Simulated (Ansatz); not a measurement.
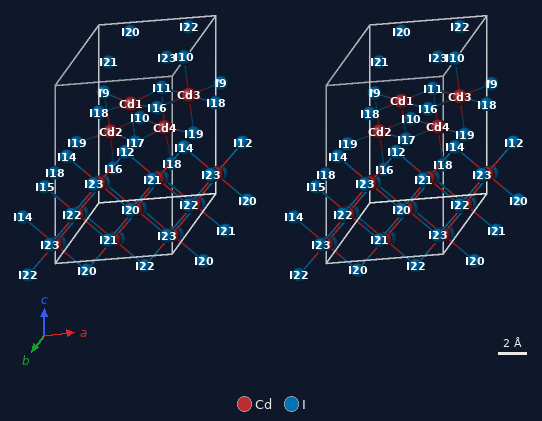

Two geometries of a defect cell of composition Cd8I15, drawn at one scale. One is the start of a relaxation, the other its converged end. Style: ball-and-stick. Shown: the cell of the calculation (origin shifted), from a free direction.

Theory: DFT PBE, scalar-relativistic, plane waves, PAW in Ansatz 0.2.0. Settings: plane-wave cutoff 420 eV; k-point mesh 2 × 2 × 2; occupations gaussian; smearing width 0.01 eV; collinear spin; atoms relaxed in a fixed cell; force threshold 0.025 eV/Å; at most 45 steps.

Question: Which of the two is the end point?

Answer: The left one is the relaxed one. Case: I vacancy (site a), charge +0, atoms relaxed at the host's cell. The largest move is that of an I atom, 0.27 Å along −c. Largest moves by element: I 0.27 Å, Cd 0.23 Å. The cell doesn't change. Near-neighbour distances that change, for instance: Cd–I 3.034 → 2.972 Å, Cd–I 3.034 → 3.056 Å, Cd–I 3.034 → 3.014 Å. Among the angles between lasting bonds that change: Cd–I–Cd 91.1° → 102.0°, I–Cd–I 180.0° → 169.5°, Cd–I–Cd 91.1° → 81.2°. After 4 geometry steps the energy has fallen by 0.162 eV per cell of the calculation. Largest force component: 0.19 eV/Å at the start, 0.01 eV/Å at the end. The run took roughly 10 core-minutes on a shared host.
